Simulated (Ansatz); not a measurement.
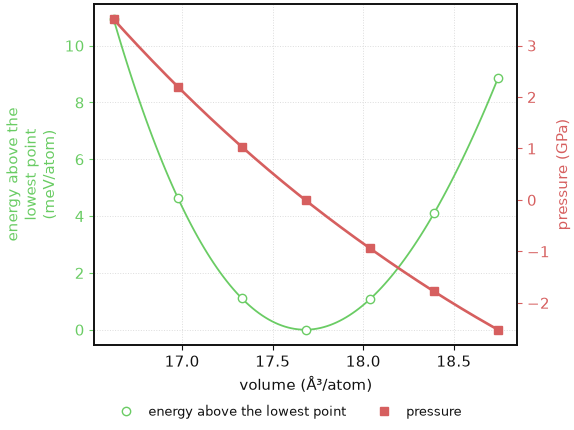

The plot gives the computed energy above the lowest point and pressure against volume for Ga₂O, space group Fm-3m (No. 225) (one of a set of cubic test structures, which need not be the stable phase).

How it was computed, with Ansatz 0.2.0 development build: equation of state of a cubic crystal from periodic Kohn-Sham density functional theory without spin, third-order Birch-Murnaghan fit to the free energies; pressure corrected for the finite basis. Level: PBE.

- structure type: antifluorite
- atoms in cell: 3
- space group number: 225
- lattice centring: face-centred primitive
- k mesh: 32×32×32
- occupation method: Fermi–Dirac
- occupation width: 0.06123 eV
- wave cutoff: 420 eV
- datasets: soft-1 PAW
- density tolerance: 1e−07 eV
- bands: 20
- density cutoff ratio: 4
- search for lower states: default

Question: How stiff is the solid, and where is its volume at rest?

Answer: A third-order Birch–Murnaghan fit gives V0 = 17.68 Å³/atom, B0 = 49.4 GPa and B′ = 4.6.

Question: Read off the course of the pressure.

Answer: It falls from 3.510 GPa at volume 16.62 Å³/atom to −2.523 GPa at 18.74 Å³/atom, and changes sign near 17.68 Å³/atom.

Note: cubic model structure, not the ambient form.
